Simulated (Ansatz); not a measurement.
## Tc12H: molecular dynamics (part 2 of 2)

The same run, continued: Tc12H (defect cell, 13 atoms in the cell); DFT PBE-D3(BJ), scalar-relativistic, plane waves, PAW, no spin polarisation (Ansatz 0.2.0); cutoff 600 eV, 4×3×4 k-mesh, Fermi–Dirac smearing of 0.15 eV. It belongs to a series of runs on one base structure; here: dynamics from the start.

Geometry of the input (Å; fractional positions):
```
5.4800  0.0000  0.0000
-4.1100  7.1187  0.0000
0.0000  0.0000  4.3950
Tc -0.0068  -0.0022  0.0088
Tc 0.1625  0.2234  0.4908
Tc -0.0002  0.3334  -0.0008
Tc 0.1679  0.5564  0.4972
Tc 0.0006  0.6670  0.0008
Tc 0.1626  0.8841  0.4935
Tc 0.5032  -0.0017  0.0092
Tc 0.6725  0.2240  0.4913
Tc 0.5031  0.3376  0.0065
Tc 0.6652  0.5548  0.4992
Tc 0.4978  0.6653  0.0030
Tc 0.6659  0.8883  0.5009
H  0.3330  0.1110  0.7500
```

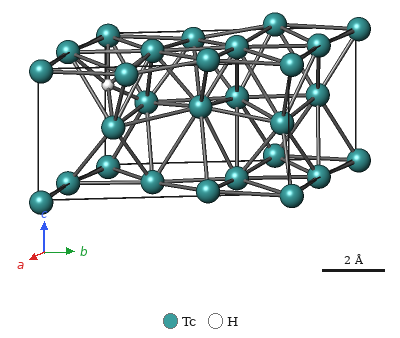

**Figure 1.** The geometry at step 98 of the log (ball-and-stick view of the cell of the calculation, seen slightly off an axis).

Log, continued:
```
md step    76: t =    38.00 fs  T =   577.8 K  F+E_penalty+E_count = -64797.08545998 eV  E_kin = 0.896234 eV  conserved = -64796.18922613 eV  (3 SCF iters, 23 dispersion substeps)
md step    77: t =    38.50 fs  T =   572.1 K  F+E_penalty+E_count = -64797.07672063 eV  E_kin = 0.887397 eV  conserved = -64796.18932375 eV  (3 SCF iters, 23 dispersion substeps)
md step    78: t =    39.00 fs  T =   572.4 K  F+E_penalty+E_count = -64797.07736465 eV  E_kin = 0.887909 eV  conserved = -64796.18945536 eV  (3 SCF iters, 23 dispersion substeps)
md step    79: t =    39.50 fs  T =   577.5 K  F+E_penalty+E_count = -64797.08532881 eV  E_kin = 0.895734 eV  conserved = -64796.18959435 eV  (3 SCF iters, 23 dispersion substeps)
md step    80: t =    40.00 fs  T =   585.8 K  F+E_penalty+E_count = -64797.09841389 eV  E_kin = 0.908695 eV  conserved = -64796.18971909 eV  (6 SCF iters, 23 dispersion substeps)
md step    81: t =    40.50 fs  T =   596.2 K  F+E_penalty+E_count = -64797.11461665 eV  E_kin = 0.924799 eV  conserved = -64796.18981809 eV  (3 SCF iters, 23 dispersion substeps)
md step    82: t =    41.00 fs  T =   607.6 K  F+E_penalty+E_count = -64797.13231623 eV  E_kin = 0.942426 eV  conserved = -64796.18989007 eV  (3 SCF iters, 23 dispersion substeps)
md step    83: t =    41.50 fs  T =   619.1 K  F+E_penalty+E_count = -64797.15030568 eV  E_kin = 0.960364 eV  conserved = -64796.18994119 eV  (3 SCF iters, 23 dispersion substeps)
md step    84: t =    42.00 fs  T =   630.3 K  F+E_penalty+E_count = -64797.16771552 eV  E_kin = 0.977736 eV  conserved = -64796.18997961 eV  (3 SCF iters, 23 dispersion substeps)
md step    85: t =    42.50 fs  T =   640.8 K  F+E_penalty+E_count = -64797.18390147 eV  E_kin = 0.993891 eV  conserved = -64796.19001059 eV  (3 SCF iters, 23 dispersion substeps)
md step    86: t =    43.00 fs  T =   650.1 K  F+E_penalty+E_count = -64797.19836148 eV  E_kin = 1.008326 eV  conserved = -64796.19003531 eV  (3 SCF iters, 23 dispersion substeps)
md step    87: t =    43.50 fs  T =   658.0 K  F+E_penalty+E_count = -64797.21071733 eV  E_kin = 1.020667 eV  conserved = -64796.19005029 eV  (3 SCF iters, 23 dispersion substeps)
md step    88: t =    44.00 fs  T =   664.5 K  F+E_penalty+E_count = -64797.22075776 eV  E_kin = 1.030708 eV  conserved = -64796.19004961 eV  (3 SCF iters, 23 dispersion substeps)
md step    89: t =    44.50 fs  T =   669.5 K  F+E_penalty+E_count = -64797.22850782 eV  E_kin = 1.038478 eV  conserved = -64796.19002990 eV  (3 SCF iters, 23 dispersion substeps)
md step    90: t =    45.00 fs  T =   673.2 K  F+E_penalty+E_count = -64797.23427573 eV  E_kin = 1.044283 eV  conserved = -64796.18999265 eV  (6 SCF iters, 23 dispersion substeps)
md step    91: t =    45.50 fs  T =   676.1 K  F+E_penalty+E_count = -64797.23863634 eV  E_kin = 1.048692 eV  conserved = -64796.18994405 eV  (3 SCF iters, 23 dispersion substeps)
md step    92: t =    46.00 fs  T =   678.5 K  F+E_penalty+E_count = -64797.24233640 eV  E_kin = 1.052441 eV  conserved = -64796.18989493 eV  (3 SCF iters, 23 dispersion substeps)
md step    93: t =    46.50 fs  T =   681.0 K  F+E_penalty+E_count = -64797.24614214 eV  E_kin = 1.056285 eV  conserved = -64796.18985673 eV  (3 SCF iters, 23 dispersion substeps)
md step    94: t =    47.00 fs  T =   683.9 K  F+E_penalty+E_count = -64797.25068004 eV  E_kin = 1.060843 eV  conserved = -64796.18983677 eV  (3 SCF iters, 23 dispersion substeps)
md step    95: t =    47.50 fs  T =   687.6 K  F+E_penalty+E_count = -64797.25633332 eV  E_kin = 1.066498 eV  conserved = -64796.18983517 eV  (3 SCF iters, 23 dispersion substeps)
md step    96: t =    48.00 fs  T =   692.0 K  F+E_penalty+E_count = -64797.26324338 eV  E_kin = 1.073400 eV  conserved = -64796.18984342 eV  (3 SCF iters, 23 dispersion substeps)
md step    97: t =    48.50 fs  T =   697.3 K  F+E_penalty+E_count = -64797.27142849 eV  E_kin = 1.081582 eV  conserved = -64796.18984696 eV  (3 SCF iters, 23 dispersion substeps)
md step    98: t =    49.00 fs  T =   703.5 K  F+E_penalty+E_count = -64797.28098513 eV  E_kin = 1.091155 eV  conserved = -64796.18983033 eV  (3 SCF iters, 23 dispersion substeps)
md step    99: t =    49.50 fs  T =   710.8 K  F+E_penalty+E_count = -64797.29229819 eV  E_kin = 1.102514 eV  conserved = -64796.18978387 eV  (4 SCF iters, 23 dispersion substeps)
md step   100: t =    50.00 fs  T =   719.8 K  F+E_penalty+E_count = -64797.30617146 eV  E_kin = 1.116463 eV  conserved = -64796.18970835 eV  (6 SCF iters, 23 dispersion substeps)
md step   101: t =    50.50 fs  T =   731.2 K  F+E_penalty+E_count = -64797.32380638 eV  E_kin = 1.134190 eV  conserved = -64796.18961653 eV  (3 SCF iters, 23 dispersion substeps)
md step   102: t =    51.00 fs  T =   746.0 K  F+E_penalty+E_count = -64797.34660491 eV  E_kin = 1.157074 eV  conserved = -64796.18953083 eV  (3 SCF iters, 23 dispersion substeps)
md step   103: t =    51.50 fs  T =   764.8 K  F+E_penalty+E_count = -64797.37583511 eV  E_kin = 1.186358 eV  conserved = -64796.18947698 eV  (3 SCF iters, 23 dispersion substeps)
md step   104: t =    52.00 fs  T =   788.3 K  F+E_penalty+E_count = -64797.41225480 eV  E_kin = 1.222779 eV  conserved = -64796.18947557 eV  (3 SCF iters, 23 dispersion substeps)
md step   105: t =    52.50 fs  T =   816.4 K  F+E_penalty+E_count = -64797.45581267 eV  E_kin = 1.266277 eV  conserved = -64796.18953531 eV  (3 SCF iters, 23 dispersion substeps)
md step   106: t =    53.00 fs  T =   848.3 K  F+E_penalty+E_count = -64797.50552428 eV  E_kin = 1.315874 eV  conserved = -64796.18965054 eV  (3 SCF iters, 23 dispersion substeps)
md step   107: t =    53.50 fs  T =   883.1 K  F+E_penalty+E_count = -64797.55956030 eV  E_kin = 1.369757 eV  conserved = -64796.18980336 eV  (3 SCF iters, 23 dispersion substeps)
md step   108: t =    54.00 fs  T =   919.0 K  F+E_penalty+E_count = -64797.61551209 eV  E_kin = 1.425542 eV  conserved = -64796.18996966 eV  (3 SCF iters, 23 dispersion substeps)
md step   109: t =    54.50 fs  T =   954.6 K  F+E_penalty+E_count = -64797.67074907 eV  E_kin = 1.480623 eV  conserved = -64796.19012629 eV  (3 SCF iters, 23 dispersion substeps)
md step   110: t =    55.00 fs  T =   988.0 K  F+E_penalty+E_c
md step   188: t =    94.00 fs  T =  1395.7 K  F+E_penalty+E_count = -64798.35471931 eV  E_kin = 2.164865 eV  conserved = -64796.18985462 eV  (3 SCF iters, 23 dispersion substeps)
SCF 190 converged in 3 iterations: F = -64798.349009 eV  dr2 = 1.98e-9
md step   189: t =    94.50 fs  T =  1392.0 K  F+E_penalty+E_count = -64798.34900912 eV  E_kin = 2.159180 eV  conserved = -64796.18982955 eV  (3 SCF iters, 23 dispersion substeps)
iter 1 solved again at ethr=1.38e-6 eV; its pass at ethr=3.10e-3 eV (dr2=2.49e-3 eV) is discarded
SCF iter   1: F=—  HF=-64798.343416 eV  |F-HF|=—  |Δ(HF+E_count)|=         —  Δρ=1.12e-3  dr2=2.38e-3  ethr=1.38e-6  ⟨swp⟩=2.0  Hψ=10751  notcnv=0
preconditioner: auto → Kerker (q_TF=auto, 2.753 Å⁻¹)  [metal: Δε(μ)=0.006 eV  Ē_g=4.907 eV  σ=0.150 eV  W_gap=0.01  n_scr=64 (ndim 8)  ℏωp=26.1 eV  f_vac=0.000  D(μ)=11.83/eV (n_scr^D=132)]
SCF iter   2: F=—  HF=-64798.343159 eV  |F-HF|=—  |Δ(HF+E_count)|=   2.58e-4  Δρ=6.61e-4  dr2=7.96e-4  ethr=1.31e-6  ⟨swp⟩=2.0  Hψ=2938  notcnv=0
SCF iter   3: F=—  HF=-64798.342988 eV  |F-HF|=—  |Δ(HF+E_count)|=   1.71e-4  Δρ=7.40e-5  dr2=8.62e-6  ethr=4.40e-7  ⟨swp⟩=2.7  Hψ=3917  notcnv=0
SCF iter   4: F=—  HF=-64798.342871 eV  |F-HF|=—  |Δ(HF+E_count)|=   1.17e-4  Δρ=1.32e-5  dr2=2.10e-7  ethr=4.76e-9  ⟨swp⟩=2.0  Hψ=4026  notcnv=0
iter 5 did not close the SCF: its close was put off for the readings that it lacked (scf_convergence_deferred on its scf_iter line)
SCF iter   5: F=-64798.342871 eV  HF=-64798.342871 eV  |F-HF|=2.49e-9  |Δ(HF+E_count)|=   9.90e-9  Δρ=2.16e-6  dr2=7.12e-9  ethr=1.16e-10  ⟨swp⟩=2.3  Hψ=4105  notcnv=0
SCF iter   6: F=-64798.342871 eV  HF=-64798.342871 eV  |F-HF|=1.31e-10  |Δ(HF+E_count)|=  4.95e-10  Δρ=4.60e-7  dr2=3.41e-10  ethr=3.94e-12  ⟨swp⟩=2.0  Hψ=9240  notcnv=0
SCF 191 converged in 6 iterations: F = -64798.342871 eV  dr2 = 3.41e-10
md step   190: t =    95.00 fs  T =  1388.1 K  F+E_penalty+E_count = -64798.34287067 eV  E_kin = 2.153069 eV  conserved = -64796.18980131 eV  (6 SCF iters, 23 dispersion substeps)
```

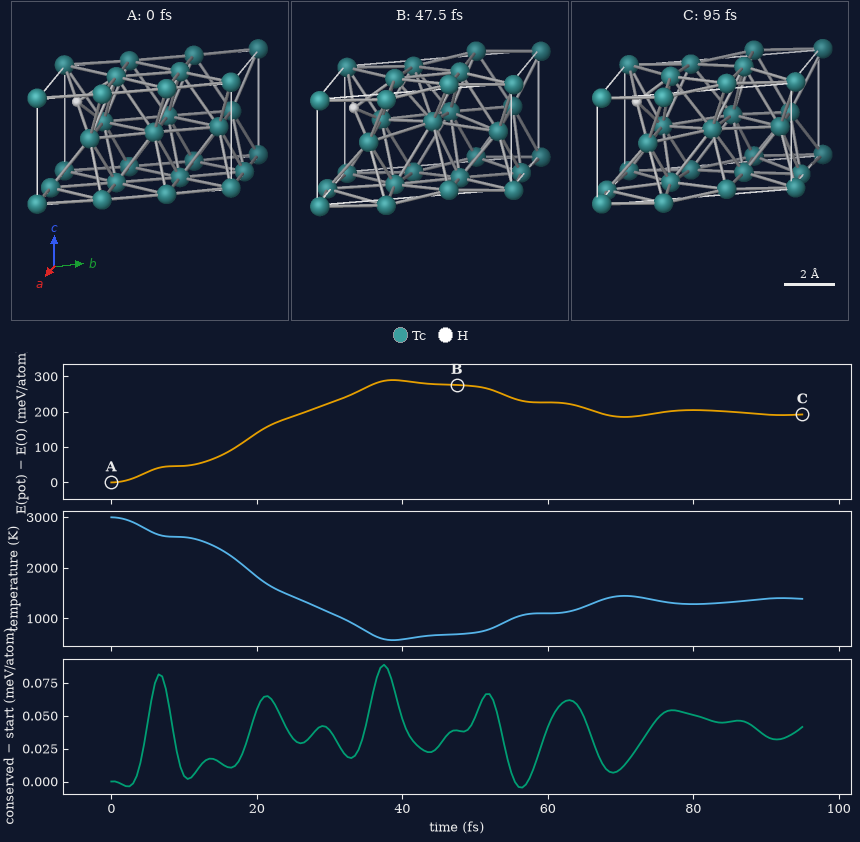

**Figure 2.** Frames of the molecular dynamics (ball-and-stick, simulation cell, seen slightly off an axis) above the curves, on which the letters mark them. The trajectory kept here has 191 frames over 95 fs. The temperature starts at 3000 K, ranges from 572 to 3000 K and averages 1212 K over the second half. The potential energy ends 192.4 meV/atom above its first value. The conserved quantity stays within 0.093 meV/atom. With the common drift removed, the root-mean-square displacement is 0.23 Å.

```
SCF converged after 6 iterations
Free energy (F): -64798.342871 eV
Harris-Foulkes:  -64798.342871 eV  (|F-HF|=1.31e-10)
Internal energy: -64797.466755 eV  (E = F + TS)
E sigma→0 (E₀):  -64797.904813 eV
Entropy (-TS):   -0.876115 eV (-67.393 meV/atom)
Fermi energy:    22.747647 eV
--- Per-component energies (eV) ---
  E_band       = -542.116563
  E_kinetic    = 7528.637968
  E_local      = -14459.426026  (includes V_loc(G=0)·N_el)
  E_nonlocal   = 3437.265595
  E_hartree    = 3980.843647
  E_xc         = -2892.781068
  E_vxc        = -3564.499449  (∫ρ·V_xc dr)
  E_paw        = -39341.019600  (= ΣΔE_a)
  E_vpaw       = -1445.781857  (= ΣTr[D̂ρ^β])
  E_aug_tail   = -0.000188  (compensation charges beyond the density's cutoff)
  E_ewald      = -23043.116286
  E_disp       = -7.870798  (pairwise vdW)
  E_smearing   = -0.876115  (= −TS)
  E_closure    = -0.000000  (closes the sum)
  Σ components = -64798.342871   (vs F -64798.342871, Δ=0.00e0)
--- Forces (eV/Å), atoms counted from 1 ---
  atom   1  Tc     1.87955832    -1.74701131    -0.94293679
  atom   2  Tc     0.35610172     0.05273153     1.83041403
  atom   3  Tc    -0.74857160     0.73483843    -0.44171806
  atom   4  Tc     1.91763363    -1.93437766     1.05584082
  atom   5  Tc    -0.60017073    -0.23232288    -2.65483469
  atom   6  Tc    -0.65875748     2.18975139     1.03204450
  atom   7  Tc    -1.64809739     1.04834127     0.59997795
  atom   8  Tc    -1.11815156     0.61429032     1.64647182
  atom   9  Tc    -1.37194051     1.84363389    -1.17006061
  atom  10  Tc     0.72795056     0.52994261     0.94186992
  atom  11  Tc     0.95449676    -2.31138132    -1.59643556
  atom  12  Tc     0.87149738    -0.59731008     0.40188816
  atom  13  H     -0.56154918    -0.19112556    -0.70252220
  max |Σ_I F_I| component: 7.01e-7 eV/Å
--- MD trajectory: 190 steps, t = 0.0 → 95.0 fs ---
  final state: T = 1388.1 K   F+E_penalty+E_count = -64798.34287067 eV   E_kin = 2.153069 eV
  conserved energy: peak-to-peak 1.215e-3 eV (9.348e-5 eV/atom) over 95.0 fs
```

Trajectory as extended XYZ (Å, eV, eV/Å), 7 of the 191 frames kept, from step=0 to step=190:
```
13
Lattice="5.4800 0.0000 0.0000 -4.1100 7.1187 0.0000 0.0000 0.0000 4.3950" Properties=species:S:1:pos:R:3:forces:R:3 step=0 time_fs=0.0 energy=-64800.84370 temperature=3000.0
Tc   -0.0281   -0.0160    0.0387   -0.0091  -0.0121   0.0249
Tc   -0.0278    1.5905    2.1571   -0.0084   0.0165  -0.0278
Tc   -1.3714    2.3734   -0.0036   -0.0003   0.0266   0.0622
Tc   -1.3670    3.9612    2.1852   -0.0089  -0.0109  -0.0555
Tc   -2.7381    4.7478    0.0036   -0.0058  -0.0238   0.0535
Tc   -2.7426    6.2937    2.1690    0.0029  -0.0146  -0.0303
Tc    2.7644   -0.0123    0.0405    0.0093  -0.0133   0.0310
Tc    2.7648    1.5944    2.1594    0.0102   0.0136  -0.0295
Tc    1.3692    2.4036    0.0287   -0.0016   0.0159   0.0332
Tc    1.3649    3.9494    2.1941    0.0045   0.0234  -0.0520
Tc   -0.0063    4.7361    0.0131    0.0096   0.0099   0.0529
Tc   -0.0019    6.3238    2.2015   -0.0002  -0.0277  -0.0625
H     1.3689    0.7901    3.2964   -0.0023  -0.0034   0.0000
13
Lattice="5.4800 0.0000 0.0000 -4.1100 7.1187 0.0000 0.0000 0.0000 4.3950" Properties=species:S:1:pos:R:3:forces:R:3 step=32 time_fs=16.0 energy=-64799.72680 temperature=2280.0
Tc   -0.0003    0.0185   -0.0304   -1.2597  -0.0218   0.9429
Tc    0.0540    1.5545    2.2282   -0.8138   0.6484  -0.9593
Tc   -1.3785    2.4533   -0.1178    0.3868  -0.7826   1.0154
Tc   -1.4175    3.9683    2.2450   -0.2051   0.2486  -0.5072
Tc   -2.7750    4.7816    0.0412    0.6392  -0.4342   0.2655
Tc   -2.8263    6.3157    2.2489    1.0908  -1.0362  -1.3553
Tc    2.6617   -0.0848   -0.0122    1.8630   0.5324   0.4368
Tc    2.8565    1.5961    2.1224   -0.7211  -0.2741   0.3539
Tc    1.4460    2.4185   -0.0100   -0.3825  -0.9555   0.4173
Tc    1.1794    3.8893    2.3654    1.9966   0.4740  -1.7974
Tc    0.1375    4.7232   -0.0025   -1.9985   0.7059   0.5019
Tc    0.0425    6.3123    2.1089   -0.8791   0.2429   0.8753
H     1.3777    0.7001    3.3211    0.2835   0.6522  -0.1897
13
Lattice="5.4800 0.0000 0.0000 -4.1100 7.1187 0.0000 0.0000 0.0000 4.3950" Properties=species:S:1:pos:R:3:forces:R:3 step=63 time_fs=31.5 energy=-64797.77716 temperature=1023.2
Tc   -0.0023    0.0491   -0.0737   -1.2273   0.2118   1.3606
Tc    0.1126    1.5344    2.2705   -1.3013   0.3609  -1.9706
Tc   -1.3757    2.5127   -0.2041    0.8462  -1.3533   2.2226
Tc   -1.4711    3.9819    2.2896   -0.2920   0.7271  -1.5503
Tc   -2.7964    4.8053    0.0845    0.8718  -0.5672   0.5540
Tc   -2.8819    6.3169    2.2974    1.7859  -0.8491  -1.9822
Tc    2.6019   -0.1431   -0.0533    2.5340   0.7017   0.7676
Tc    2.9351    1.5961    2.0878   -1.0275  -0.4850   0.0706
Tc    1.5129    2.4127   -0.0342   -0.1902  -1.1227   1.9250
Tc    1.0458    3.8421    2.4867    3.2059   0.7589  -4.1943
Tc    0.2300    4.7285   -0.0031   -3.5677   1.7168   2.0051
Tc    0.0659    6.3065    2.0390   -1.3141   0.4226   1.3256
H     1.6809    1.0137    3.3155   -0.3234  -0.5225  -0.5336
13
Lattice="5.4800 0.0000 0.0000 -4.1100 7.1187 0.0000 0.0000 0.0000 4.3950" Properties=species:S:1:pos:R:3:forces:R:3 step=95 time_fs=47.5 energy=-64797.25633 temperature=687.6
Tc   -0.0380    0.0825   -0.0815   -0.9256   0.1245   1.6498
Tc    0.1402    1.5258    2.2635   -1.6343   0.7772  -2.3841
Tc   -1.3532    2.5417   -0.2401    0.9750  -1.5272   2.5044
Tc   -1.5322    4.0128    2.2992    0.1786   0.7128  -1.7278
Tc   -2.7987    4.8155    0.1413    0.3211  -0.8261   0.0844
Tc   -2.8968    6.2949    2.2978    1.3862  -1.8619  -2.6594
Tc    2.6005   -0.1848   -0.0761    2.3518   1.3269   0.6725
Tc    2.9950    1.5890    2.0495   -1.6141  -0.4708   0.4271
Tc    1.5777    2.3755   -0.0208   -0.3416  -1.3788   1.0932
Tc    0.9846    3.8107    2.5145    3.1050   0.7114  -3.6825
Tc    0.2412    4.7727    0.0417   -3.2287   1.0406   1.5557
Tc    0.0583    6.3104    2.0007   -1.3335   0.3988   1.8941
H     1.5010    0.6783    3.0423    0.7603   0.9726   0.5727
13
Lattice="5.4800 0.0000 0.0000 -4.1100 7.1187 0.0000 0.0000 0.0000 4.3950" Properties=species:S:1:pos:R:3:forces:R:3 step=127 time_fs=63.5 energy=-64797.98524 temperature=1157.7
Tc   -0.0940    0.1180   -0.0525    0.3992  -0.3192   0.5146
Tc    0.1307    1.5325    2.1989   -0.4092   0.0415  -1.0735
Tc   -1.3058    2.5349   -0.2159    0.9767  -0.8301   1.5553
Tc   -1.5875    4.0600    2.2681    1.2619  -0.1603  -0.6417
Tc   -2.7936    4.8064    0.1990   -0.5035  -0.7732  -1.1542
Tc   -2.8759    6.2459    2.2425    0.6398   0.7444  -0.8285
Tc    2.6568   -0.2000   -0.0785    1.5047   0.3343   0.8282
Tc    3.0212    1.5746    2.0168   -1.5544  -0.1967   0.9604
Tc    1.6326    2.3098    0.0214   -1.0267   1.1246   0.7927
Tc    0.9996    3.7982    2.4534    2.0089   0.7223  -1.2664
Tc    0.1734    4.8406    0.1221   -1.6056  -0.8780  -0.5553
Tc    0.0191    6.3237    2.0102   -0.8115   0.2141   2.3624
H     1.7004    0.8918    3.4747   -0.8803  -0.0238  -1.4940
13
Lattice="5.4800 0.0000 0.0000 -4.1100 7.1187 0.0000 0.0000 0.0000 4.3950" Properties=species:S:1:pos:R:3:forces:R:3 step=158 time_fs=79.0 energy=-64798.18486 temperature=1286.3
Tc   -0.1406    0.1435   -0.0100    1.4239  -0.9230  -0.3927
Tc    0.1042    1.5462    2.1053   -0.7736   0.7755  -0.0240
Tc   -1.2389    2.5080   -0.1547    0.1877  -0.0718   0.5215
Tc   -1.6110    4.1007    2.2223    2.2326  -1.5430   0.5978
Tc   -2.8000    4.7782    0.2268   -0.8842  -0.8262  -2.6452
Tc   -2.8396    6.2124    2.1674   -0.5155   0.9566   0.0638
Tc    2.7371   -0.1936   -0.0703   -1.0857   1.4641  -0.1631
Tc    3.0103    1.5577    2.0069   -1.0145   0.7110   1.2566
Tc    1.6641    2.2597    0.0748   -1.2016   0.8113  -0.9276
Tc    1.0635    3.8037    2.3610    1.2378   0.4730   0.2425
Tc    0.0678    4.8882    0.1895   -0.2501  -2.0481  -1.5386
Tc   -0.0382    6.3415    2.0745    0.0180  -0.0922   2.0659
H     1.5122    0.7114    2.6753    0.6253   0.3128   0.9432
13
Lattice="5.4800 0.0000 0.0000 -4.1100 7.1187 0.0000 0.0000 0.0000 4.3950" Properties=species:S:1:pos:R:3:forces:R:3 step=190 time_fs=95.0 energy=-64798.34287 temperature=1388.1
Tc   -0.1546    0.1464    0.0249    1.8796  -1.7470  -0.9429
Tc    0.0660    1.5723    2.0108    0.3561   0.0527   1.8304
Tc   -1.1652    2.4793   -0.0791   -0.7486   0.7348  -0.4417
Tc   -1.5829    4.1067    2.1883    1.9176  -1.9344   1.0558
Tc   -2.8274    4.7300    0.1928   -0.6002  -0.2323  -2.6548
Tc   -2.8116    6.2104    2.0937   -0.6588   2.1898   1.0320
Tc    2.7961   -0.1535   -0.0624   -1.6481   1.0483   0.6000
Tc    2.9742    1.5570    2.0271   -1.1182   0.6143   1.6465
Tc    1.6661    2.2295    0.1088   -1.3719   1.8436  -1.1701
Tc    1.1606    3.8220    2.2701    0.7280   0.5299   0.9419
Tc   -0.0476    4.8887    0.2227    0.9545  -2.3114  -1.5964
Tc   -0.0959    6.3564    2.1890    0.8715  -0.5973   0.4019
H     1.5792    0.8221    3.3577   -0.5615  -0.1911  -0.7025
```

Results in brief:

| quantity | value |
| --- | --- |
| outcome | finished |
| mean temperature over the second half | 1212 K |
| trajectory | 190 steps, 95 fs |
| ensemble | nve |
| temperature in the input | 3000.0 K |
| time step | 0.5 fs |
| electrons treated | 181 |
| potential energy (free energy of the electrons) (last step) | −64798.3429 eV |
| Fermi energy (last step) | 22.748 eV |
| largest force (length of the vector) (last step) | 2.967 eV/Å |
| hardware | 4 threads of Intel Xeon (Granite Rapids), 16 GiB of memory available, shared host |
| wall time | 19 min (CPU time 73 min) |
| peak memory | 2 GiB |

Remarks:

The input asks for low accuracy. So short a trajectory is not equilibrated.
